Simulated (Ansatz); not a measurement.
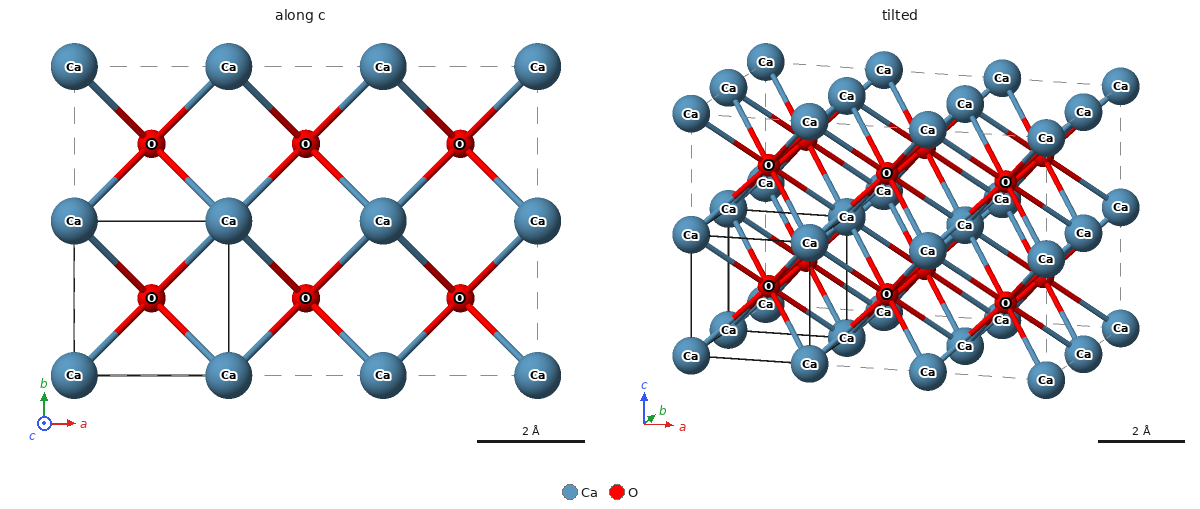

An orthographic ball-and-stick view of the structure, along the c axis and slightly off an axis. Solid lines give the simulation cell, repeated here 3×2×2 times.

This input was run:
```yaml
crystal:
  lattice:
    - [2.9032089672, 0.0, 0.0]
    - [0.0, 2.9032089672, 0.0]
    - [0.0, 0.0, 2.9032089672]
  atoms:
    - { symbol: Ca, position: [0.0, 0.0, 0.0] }
    - { symbol: O, position: [0.5, 0.5, 0.5] }
kpoints:
  mp_grid: { grid: [6, 6, 6] }
hamiltonian:
  xc: pbe0
scf:
  occupations: { method: fixed }
gw:
  n_empty_bands: 134
  ecut_chi: 180
  qp_bands: [v2, c2]
  qp_kpoints: band_edges
  screening: { model: contour_deformation }
```

Theory: Ansatz 0.2.0, G0W0 on PBE0, plane waves, PAW. Numerical settings: a plane-wave cutoff of 420 eV, a 6×6×6 k-point grid, no spin polarisation.

### What is the band gap, if any?

An insulator at this level, with a gap of 5.23 eV, indirect; the smallest direct gap is 5.58 eV.

Provenance: a structure type filled with these elements by a generator (whether the compound takes this form wasn't checked). Earlier steps of the study may have refined or changed the cell and positions. A calculation with Ansatz used it as input.
